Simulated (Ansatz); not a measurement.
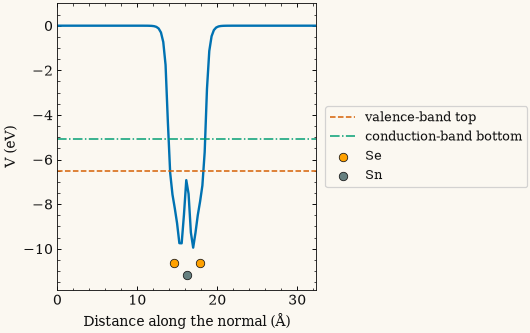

Plane-averaged electrostatic potential energy of an electron across the slab; circles at the bottom mark the heights of the atoms.

Structure: SnSe₂ (slab), 3 atoms in the cell.

Method: DFT HSE06+D3(BJ), scalar-relativistic, plane waves, PAW, no spin polarisation, 6×6×1 k mesh, 420 eV cutoff (Ansatz).

**What are the ionisation potential and the electron affinity of the slab?**

From the vacuum level at the right face the ionisation potential is 6.51 eV and the electron affinity 5.10 eV; the left face gives the same. The slab's gap, their difference before rounding, is 1.41 eV. The two vacuum levels agree, so the slab has no net dipole along its normal.

**How thick are slab and vacuum?**

The outermost atoms are 3.2 Å apart, which leaves 29.2 Å of vacuum in a cell 32.4 Å high.

The atoms aren't at rest in this cell (largest force 0.5 eV/Å), so the relaxed material can differ.
